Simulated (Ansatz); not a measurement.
**Run report: Ni₂Si, geometry relaxation (part 1 of 2)**

Ni₂Si (Pnma, 12 atoms in the cell), computed with DFT PBE, scalar-relativistic, plane waves, PAW, no spin polarisation (Ansatz 0.2.0).

The structure derives from an entry of the Crystallography Open Database. Figures and captions count atoms from 1; the log counts them from 0 in places.

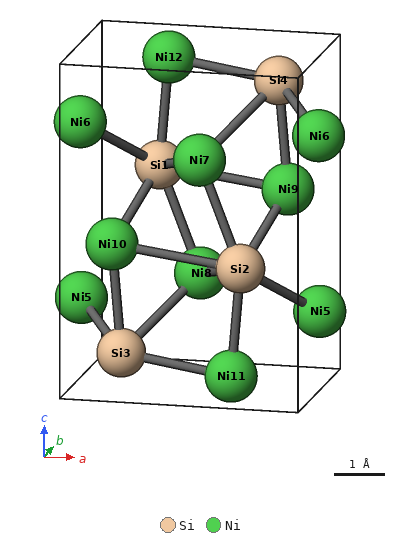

**Figure 1.** The starting structure (ball-and-stick view of the cell of the calculation, seen slightly off an axis; atoms are numbered from 1 in the order of the input). An atom can appear more than once, as a periodic image.

The input
```yaml
crystal:
  lattice:
    - [4.99, 0.0, 0.0]
    - [0.0, 3.72, 0.0]
    - [0.0, 0.0, 7.03]
  atoms:
    - { symbol: Si, position: [0.286, 0.75, 0.614] }
    - { symbol: Si, position: [0.714, 0.25, 0.386] }
    - { symbol: Si, position: [0.214, 0.25, 0.114] }
    - { symbol: Si, position: [0.786, 0.75, 0.886] }
    - { symbol: Ni, position: [0.958, 0.75, 0.203] }
    - { symbol: Ni, position: [0.042, 0.25, 0.797] }
    - { symbol: Ni, position: [0.542, 0.25, 0.703] }
    - { symbol: Ni, position: [0.458, 0.75, 0.297] }
    - { symbol: Ni, position: [0.825, 0.75, 0.563] }
    - { symbol: Ni, position: [0.175, 0.25, 0.437] }
    - { symbol: Ni, position: [0.675, 0.25, 0.063] }
    - { symbol: Ni, position: [0.325, 0.75, 0.937] }
basis:
  ecutwfc: 420
kpoints:
  mp_grid: { grid: [8, 10, 6] }
hamiltonian:
  xc: pbe
scf:
  occupations: { method: gaussian, width: 0.1 }
output:
  forces: true
  stress: true
  eigenvalues: true
  write_density: true
  write_potential: true
  elf: true
  volumetric_format: npy
relax:
  adjacent_minimum: "off"
  f_tol: 0.005
  max_steps: 80
  cell: { stress_tol: 0.05 }
```

Run on 4 threads of Intel Xeon @ 2.70GHz, 189 GiB of memory available, shared host.

Run as:
```bash
ansatz run input.yaml --threads 4 --pin off --max-ram 10240MiB --backend cpu --events-out ev --progress --plain --runs-dir out
```

The program's output
```
Engine: ansatz 0.2.0, x86_64-unknown-linux-gnu
Pseudopotentials: kind: paw
Pseudopotential: Si, paw, valence charge 4, recommended cutoff 420 eV (normal), Si.paw.azcp
Pseudopotential: Ni, paw, valence charge 18, recommended cutoff 420 eV (normal), Ni.paw.azcp
Functional definition: PBE
  parameter kappa = 0.804
  parameter beta = 0.06672455060314922
  exchange = pbe_x(kappa = kappa, mu = beta*pi^2/3)
  correlation = pbe_c(beta = beta)
Crystal: 12 atoms, lattice volume = 130.496 Å³
Basis set: ecut = 420 eV, 2559 PW (Γ), exchange–correlation on 72×50×96 points (8 copies of the dense FFT grid, shifted against one another)
Bands: 96, of which v1, the nominal top of the filled ones, is band 80 counted from 1 (79 counted from 0)
Symmetry: 8 space group operations
Space group: Pnma (ITA 62), of the structure as read, at distance tolerance 5.1e-5 Å
k-points: 120 of 480
Non-local potential: Si, projectors of the file, l = 0: 2, l = 1: 2, l = 2: 2
Non-local potential: Ni, projectors of the file, l = 0: 3, l = 1: 2, l = 2: 3, l = 3: 1
PAW form: soft (Blöchl's): semilocal exchange-correlation on the pseudo side does not see the compensation charge
PAW one-centre angular grid: Si, 110 points (default); XC on 64 Gauss nodes
PAW one-centre angular grid: Ni, 590 points (default); XC on 64 Gauss nodes
Initial density: superposition of atomic densities (neutral atoms: chi_scale 0, normalization atom), corrected by the library's trained network
Initial wavefunctions: pseudopotential atomic-orbital guess
Functional: x = pbe(κ = 0.804, μ = 0.2195149727645171), c = pbe(β = 0.06672455060314922)
SCF iter   1: F=—  HF=-49267.544668 eV  |F-HF|=—  |Δ(HF+E_count)|=         —  Δρ=9.75e-3  dr2=8.08e-2  ethr=1.77e-3  ⟨swp⟩=5.1  Hψ=40578  notcnv=0  defer=66
preconditioner: auto → Kerker (q_TF=auto, 2.823 Å⁻¹)  [metal: Δε(μ)=0.006 eV  Ē_g=7.277 eV  σ=0.100 eV  W_gap=0.04  n_scr=52 (ndim 8)  ℏωp=31.8 eV  f_vac=0.000  D(μ)=5.84/eV (n_scr^D=52)]
SCF iter   2: F=—  HF=-49267.538361 eV  |F-HF|=—  |Δ(HF+E_count)|=   6.31e-3  Δρ=3.60e-3  dr2=1.19e-2  ethr=5.05e-5  ⟨swp⟩=2.0  Hψ=14245  notcnv=0  defer=271
SCF iter   3: F=—  HF=-49267.537704 eV  |F-HF|=—  |Δ(HF+E_count)|=   6.57e-4  Δρ=8.11e-4  dr2=9.54e-4  ethr=7.43e-6  ⟨swp⟩=1.3  Hψ=10692  notcnv=0  defer=271
SCF iter   4: F=—  HF=-49267.537693 eV  |F-HF|=—  |Δ(HF+E_count)|=   1.15e-5  Δρ=2.38e-4  dr2=5.76e-5  ethr=5.96e-7  ⟨swp⟩=2.5  Hψ=17149  notcnv=0  defer=271
SCF iter   5: F=—  HF=-49267.537568 eV  |F-HF|=—  |Δ(HF+E_count)|=   1.24e-4  Δρ=1.60e-4  dr2=2.11e-5  ethr=3.60e-8  ⟨swp⟩=2.0  Hψ=17804  notcnv=0  defer=271
SCF iter   6: F=—  HF=-49267.537564 eV  |F-HF|=—  |Δ(HF+E_count)|=   4.06e-6  Δρ=5.27e-5  dr2=2.74e-6  ethr=1.32e-8  ⟨swp⟩=2.0  Hψ=15442  notcnv=0  defer=271
SCF iter   7: F=—  HF=-49267.537564 eV  |F-HF|=—  |Δ(HF+E_count)|=   1.92e-7  Δρ=1.36e-5  dr2=2.89e-7  ethr=1.71e-9  ⟨swp⟩=2.4  Hψ=18274  notcnv=0  defer=271
SCF iter   8: F=-49267.537564 eV  HF=-49267.537564 eV  |F-HF|=6.19e-9  |Δ(HF+E_count)|=   5.13e-8  Δρ=2.37e-6  dr2=6.38e-9  ethr=6.25e-11  ⟨swp⟩=12.4  Hψ=83162  notcnv=0
SCF 1 converged in 8 iterations: F = -49267.537564 eV  dr2 = 6.38e-9
  greatest PAW one-centre occupation: 1.001 electrons in one spin orbital (limit 2), on the Ni atom at site 7 (counted from 0), in its partial waves of l = 1
relax step   1: F+E_penalty+E_count = -49267.53756389 eV  Δ(F+E_penalty+E_count) = +0.000e0 eV  max|allowed force component| = 2.736e-1 eV/Å  Δτ_max = 0.0000 Å  P = +3.399 GPa  Ω = 130.496 Å³  (8 SCF iters, dr2 threshold 1.00e-7 eV, accepted)
Crystal: 12 atoms, lattice volume = 131.570 Å³
Basis set: ecut = 420 eV, 2575 PW (Γ), exchange–correlation on 72×50×96 points (8 copies of the dense FFT grid, shifted against one another)
Initial density: handed on by an earlier stage of this run
Initial wavefunctions: those handed on with the density
iter 1 solved again at ethr=4.49e-6 eV; its pass at ethr=3.10e-3 eV (dr2=7.18e-3 eV) is discarded
SCF iter   1: F=—  HF=-49267.572098 eV  |F-HF|=—  |Δ(HF+E_count)|=         —  Δρ=1.85e-3  dr2=6.32e-3  ethr=4.49e-6  ⟨swp⟩=2.0  Hψ=47629  notcnv=0
preconditioner: auto → Kerker (q_TF=auto, 2.819 Å⁻¹)  [metal: Δε(μ)=0.008 eV  Ē_g=7.220 eV  σ=0.100 eV  W_gap=0.04  n_scr=52 (ndim 8)  ℏωp=31.7 eV  f_vac=0.000  D(μ)=6.10/eV (n_scr^D=52)]
SCF iter   2: F=—  HF=-49267.570992 eV  |F-HF|=—  |Δ(HF+E_count)|=   1.11e-3  Δρ=9.61e-4  dr2=2.49e-3  ethr=3.95e-6  ⟨swp⟩=1.0  Hψ=11520  notcnv=0
SCF iter   3: F=—  HF=-49267.570265 eV  |F-HF|=—  |Δ(HF+E_count)|=   7.27e-4  Δρ=2.68e-4  dr2=1.43e-4  ethr=1.56e-6  ⟨swp⟩=2.1  Hψ=16710  notcnv=0
SCF iter   4: F=—  HF=-49267.570139 eV  |F-HF|=—  |Δ(HF+E_count)|=   1.26e-4  Δρ=1.38e-4  dr2=1.83e-5  ethr=8.96e-8  ⟨swp⟩=2.0  Hψ=17052  notcnv=0
iter 5 did not close the SCF: its close was put off for the readings that it lacked (scf_convergence_deferred on its scf_iter line)
SCF iter   5: F=-49267.570135 eV  HF=-49267.570135 eV  |F-HF|=5.72e-7  |Δ(HF+E_count)|=   3.40e-6  Δρ=2.59e-5  dr2=9.71e-7  ethr=1.15e-8  ⟨swp⟩=2.5  Hψ=16414  notcnv=0
SCF iter   6: F=-49267.570135 eV  HF=-49267.570135 eV  |F-HF|=7.38e-8  |Δ(HF+E_count)|=   8.97e-8  Δρ=1.01e-5  dr2=1.02e-7  ethr=6.07e-10  ⟨swp⟩=6.8  Hψ=81111  notcnv=0
SCF 2 converged in 6 iterations: F = -49267.570135 eV  dr2 = 1.02e-7
  greatest PAW one-centre occupation: 1.001 electrons in one spin orbital (limit 2), on the Ni atom at site 5 (counted from 0), in its partial waves of l = 1
relax step   2: F+E_penalty+E_count = -49267.57013523 eV  Δ(F+E_penalty+E_count) = -3.257e-2 eV  max|allowed force component| = 1.721e-1 eV/Å  Δτ_max = 0.0122 Å  P = +1.571 GPa  Ω = 131.570 Å³  energy of the carried Pulay correction = -3.711e-4 eV  (6 SCF iters, dr2 threshold 1.20e-6 eV, accepted)
Crystal: 12 atoms, lattice volume = 132.541 Å³
Basis set: ecut = 420 eV, 2607 PW (Γ), exchange–correlation on 72×50×96 points (8 copies of the dense FFT grid, shifted against one another)
iter 1 solved again at ethr=9.11e-6 eV; its pass at ethr=3.10e-3 eV (dr2=1.46e-2 eV) is discarded
SCF iter   1: F=—  HF=-49267.588992 eV  |F-HF|=—  |Δ(HF+E_count)|=         —  Δρ=2.42e-3  dr2=1.29e-2  ethr=9.11e-6  ⟨swp⟩=2.3  Hψ=47454  notcnv=0
preconditioner: auto → Kerker (q_TF=auto, 2.815 Å⁻¹)  [metal: Δε(μ)=0.013 eV  Ē_g=7.166 eV  σ=0.100 eV  W_gap=0.07  n_scr=52 (ndim 8)  ℏωp=31.6 eV  f_vac=0.000  D(μ)=6.17/eV (n_scr^D=52)]
SCF iter   2: F=—  HF=-49267.586683 eV  |F-HF|=—  |Δ(HF+E_count)|=   2.31e-3  Δρ=1.38e-3  dr2=5.55e-3  ethr=8.07e-6  ⟨swp⟩=1.0  Hψ=11520  notcnv=0
SCF iter   3: F=—  HF=-49267.584992 eV  |F-HF|=—  |Δ(HF+E_count)|=   1.69e-3  Δρ=3.46e-4  dr2=1.93e-4  ethr=3.47e-6  ⟨swp⟩=2.1  Hψ=16919  notcnv=0
SCF iter   4: F=—  HF=-49267.584880 eV  |F-HF|=—  |Δ(HF+E_count)|=   1.11e-4  Δρ=1.78e-4  dr2=2.98e-5  ethr=1.21e-7  ⟨swp⟩=2.0  Hψ=18022  notcnv=0
SCF iter   5: F=—  HF=-49267.584875 eV  |F-HF|=—  |Δ(HF+E_count)|=   5.46e-6  Δρ=3.39e-5  dr2=1.83e-6  ethr=1.86e-8  ⟨swp⟩=2.7  Hψ=19366  notcnv=0
SCF iter   6: F=-49267.584874 eV  HF=-49267.584875 eV  |F-HF|=1.42e-7  |Δ(HF+E_count)|=   2.18e-7  Δρ=1.40e-5  dr2=2.06e-7  ethr=7.50e-10  ⟨swp⟩=10.0  Hψ=89152  notcnv=0
SCF 3 converged in 6 iterations: F = -49267.584874 eV  dr2 = 2.06e-7
relax step   3: F+E_penalty+E_count = -49267.58487440 eV  Δ(F+E_penalty+E_count) = -1.474e-2 eV  max|allowed force component| = 2.020e-2 eV/Å  Δτ_max = 0.0184 Å  P = +0.002 GPa  Ω = 132.541 Å³  energy of the carried Pulay correction = -7.042e-4 eV  (6 SCF iters, dr2 threshold 1.20e-6 eV, accepted)
Crystal: 12 atoms, lattice volume = 132.557 Å³
iter 1 solved again at ethr=2.00e-7 eV; its pass at ethr=3.10e-3 eV (dr2=3.20e-4 eV) is discarded
SCF iter   1: F=—  HF=-49267.585321 eV  |F-HF|=—  |Δ(HF+E_count)|=         —  Δρ=4.47e-4  dr2=3.20e-4  ethr=2.00e-7  ⟨swp⟩=2.0  Hψ=44782  notcnv=0
preconditioner: auto → Kerker (q_TF=auto, 2.815 Å⁻¹)  [metal: Δε(μ)=0.015 eV  Ē_g=7.163 eV  σ=0.100 eV  W_gap=0.08  n_scr=52 (ndim 8)  ℏωp=31.6 eV  f_vac=0.000  D(μ)=6.16/eV (n_scr^D=52)]
SCF iter   2: F=—  HF=-49267.585269 eV  |F-HF|=—  |Δ(HF+E_count)|=   5.22e-5  Δρ=2.65e-4  dr2=1.36e-4  ethr=2.00e-7  ⟨swp⟩=1.0  Hψ=11520  notcnv=0
SCF iter   3: F=—  HF=-49267.585148 eV  |F-HF|=—  |Δ(HF+E_count)|=   1.21e-4  Δρ=4.83e-5  dr2=3.98e-6  ethr=8.49e-8  ⟨swp⟩=2.0  Hψ=16352  notcnv=0
SCF iter   4: F=—  HF=-49267.585147 eV  |F-HF|=—  |Δ(HF+E_count)|=   1.03e-6  Δρ=2.45e-5  dr2=5.23e-7  ethr=2.49e-9  ⟨swp⟩=2.0  Hψ=17609  notcnv=0
iter 5 did not close the SCF: its close was put off for the readings that it lacked (scf_convergence_deferred on its scf_iter line)
SCF iter   5: F=-49267.585147 eV  HF=-49267.585147 eV  |F-HF|=1.75e-8  |Δ(HF+E_count)|=   9.77e-8  Δρ=6.13e-6  dr2=3.41e-8  ethr=3.27e-10  ⟨swp⟩=2.1  Hψ=20562  notcnv=0
SCF iter   6: F=-49267.585147 eV  HF=-49267.585147 eV  |F-HF|=3.76e-9  |Δ(HF+E_count)|=   4.71e-9  Δρ=1.72e-6  dr2=5.43e-9  ethr=2.13e-11  ⟨swp⟩=5.7  Hψ=71691  notcnv=0
SCF 4 converged in 6 iterations: F = -49267.585147 eV  dr2 = 5.43e-9
relax step   4: F+E_penalty+E_count = -49267.58514669 eV  Δ(F+E_penalty+E_count) = -2.723e-4 eV  max|allowed force component| = 2.452e-3 eV/Å  Δτ_max = 0.0031 Å  P = +0.013 GPa  Ω = 132.557 Å³  energy of the carried Pulay correction = -7.098e-4 eV  (6 SCF iters, dr2 threshold 1.50e-7 eV, accepted)
Initial wavefunctions: pseudopotential atomic-orbital guess (no wavefunctions were taken with the density)
iter 1 solved again at ethr=3.48e-7 eV; its pass at ethr=3.10e-3 eV (dr2=5.57e-4 eV) is discarded
SCF iter   1: F=—  HF=-49267.585372 eV  |F-HF|=—  |Δ(HF+E_count)|=         —  Δρ=4.52e-4  dr2=5.64e-6  ethr=3.48e-7  ⟨swp⟩=3.1  Hψ=70065  notcnv=0
preconditioner: auto → Kerker (q_TF=auto, 2.815 Å⁻¹)  [metal: Δε(μ)=0.015 eV  Ē_g=7.163 eV  σ=0.100 eV  W_gap=0.08  n_scr=52 (ndim 8)  ℏωp=31.6 eV  f_vac=0.000  D(μ)=6.15/eV (n_scr^D=52)]
SCF iter   2: F=—  HF=-49267.585688 eV  |F-HF|=—  |Δ(HF+E_count)|=   3.17e-4  Δρ=2.30e-4  dr2=1.59e-6  ethr=3.53e-9  ⟨swp⟩=1.4  Hψ=11974  notcnv=0
SCF iter   3: F=—  HF=-49267.585823 eV  |F-HF|=—  |Δ(HF+E_count)|=   1.35e-4  Δρ=1.16e-5  dr2=4.05e-8  ethr=9.96e-10  ⟨swp⟩=1.0  Hψ=11521  notcnv=0
SCF iter   4: F=—  HF=-49267.585824 eV  |F-HF|=—  |Δ(HF+E_count)|=   1.54e-7  Δρ=8.67e-7  dr2=3.52e-10  ethr=2.53e-11  ⟨swp⟩=2.0  Hψ=20918  notcnv=0
SCF iter   5: F=—  HF=-49267.585824 eV  |F-HF|=—  |Δ(HF+E_count)|=  9.46e-10  Δρ=7.95e-7  dr2=4.34e-10  ethr=1.00e-12  ⟨swp⟩=2.0  Hψ=17687  notcnv=0
SCF iter   6: F=-49267.585824 eV  HF=-49267.585824 eV  |F-HF|=7.28e-11  |Δ(HF+E_count)|=  1.53e-10  Δρ=2.65e-7  dr2=6.30e-11  ethr=1.00e-12  ⟨swp⟩=4.8  Hψ=56233  notcnv=0
SCF 5 converged in 6 iterations: F = -49267.585824 eV  dr2 = 6.30e-11
relax step   5: F+E_penalty+E_count = -49267.58582360 eV  Δ(F+E_penalty+E_count) = -6.769e-4 eV  max|allowed force component| = 2.467e-3 eV/Å  Δτ_max = 0.0000 Å  P = +0.010 GPa  Ω = 132.557 Å³  stress off target by 2.97e-2 GPa  SCF on the basis re-selected at this cell (its energy is not comparable with the rows above)  (6 SCF iters)
```

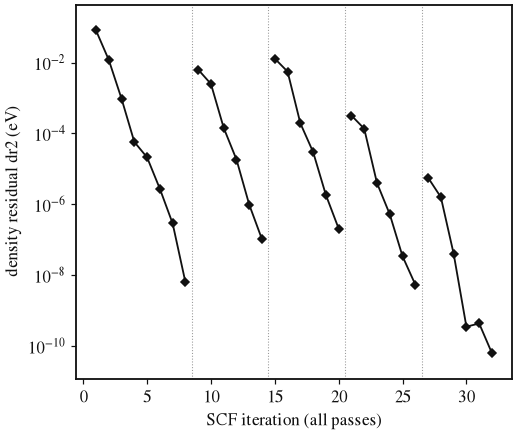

**Figure 2.** Convergence of the self-consistent field: density residual dr2 against the SCF iteration. The dotted lines part the SCF passes of the relaxation: geometry steps, rejected trials and re-solves on a re-selected basis. The 5 passes take 6 to 8 iterations each, 32 in all.

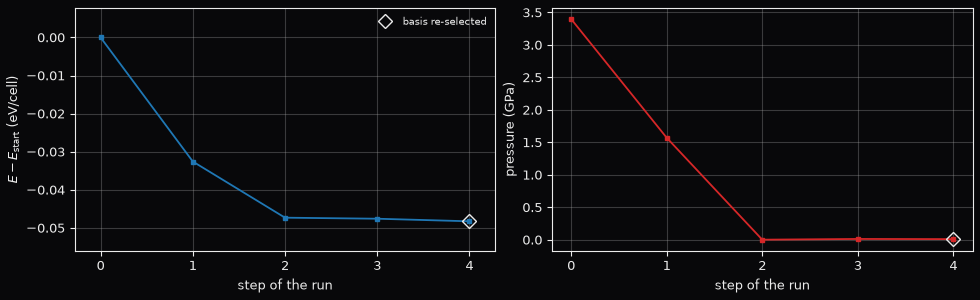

**Figure 3.** Progress of the relaxation, step by step (the first geometry is step 0 here and step 1 in the log).

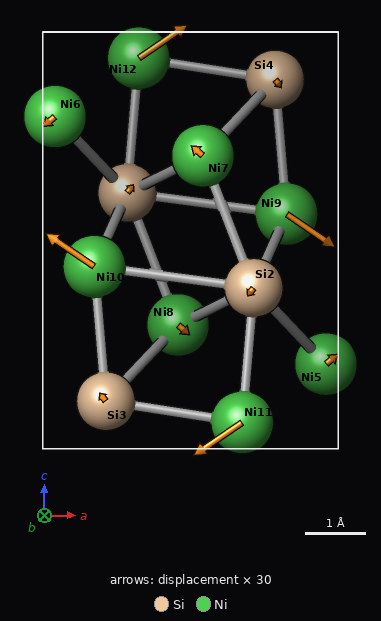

**Figure 4.** The starting structure with the displacements (without the part carried along by the change of the cell) as orange arrows, magnified 30 times (ball-and-stick view of the cell of the calculation, along the b axis). After 3 geometry steps the energy has fallen by 47.6 meV per cell of the calculation. The largest force component goes from 0.27 to 0.0025 eV/Å. Pressure: 3.40 GPa at the start and 0.01 GPa at the end. The largest moves relative to the cell, 0.034 Å, are those of Ni9, Ni10, Ni11 and Ni12. By element the largest moves are Ni 0.034 Å, Si 0.006 Å. The volume changes by +1.6 %, with a 4.990 → 5.022 Å (+0.6 %), b 3.720 → 3.730 Å (+0.3 %), c 7.030 → 7.077 Å (+0.7 %). Distances before and after: Si1–Ni9 2.713 → 2.758 Å, Si1–Ni12 2.279 → 2.310 Å, Si1–Ni8 2.388 → 2.415 Å, Si1–Ni6 2.568 → 2.580 Å. The space group stays Pnma (No. 62). A last SCF at the same geometry on a re-selected plane-wave basis shifts the energy by −0.7 meV per cell of the calculation. (Atoms are counted from 1 in the order of the input.)

```
basis re-selected at this cell: Δ(F+E_penalty+E_count) = -6.769e-4 eV, ΔP = -0.002 GPa vs the last step (what re-selecting the basis moved, of the pressure what is left beyond the Pulay correction that the steps carried, after the strain that the cell walked since its last selection, with what the two solves' SCF thresholds leave and, on support functions, any second-order correction that the steps lacked; it is no measure of the basis error at this ecutwfc). This SCF's stress stands 2.97e-2 GPa from its target on what of the cell is left free (relax.cell.stress_tol is 5.00e-2 GPa) and its largest allowed force component is 2.47e-3 eV/Å (relax.f_tol is 5.00e-3 eV/Å): within both
SCF converged after 6 iterations
Free energy (F): -49267.585824 eV
Harris-Foulkes:  -49267.585824 eV  (|F-HF|=7.28e-11)
Internal energy: -49267.555061 eV  (E = F + TS)
E sigma→0 (E₀):  -49267.570442 eV
Entropy (-TS):   -0.030762 eV (-2.564 meV/atom)
Fermi energy:    16.982104 eV
--- Per-component energies (eV) ---
  E_band       = -2329.511869
  E_kinetic    = 2455.056622
  E_local      = -31870.814325  (includes V_loc(G=0)·N_el)
  E_nonlocal   = 5197.422038
  E_hartree    = 13606.509443
  E_xc         = -910.755417
  E_vxc        = -1077.736238  (∫ρ·V_xc dr)
  E_paw        = -15106.923651  (= ΣΔE_a)
  E_vpaw       = -4246.464216  (= ΣTr[D̂ρ^β])
  E_aug_tail   = 0.004191  (compensation charges beyond the density's cutoff)
  E_ewald      = -22638.053963
  E_smearing   = -0.030762  (= −TS)
  E_closure    = 0.000000  (closes the sum)
  Σ components = -49267.585824   (vs F -49267.585824, Δ=0.00e0)
```
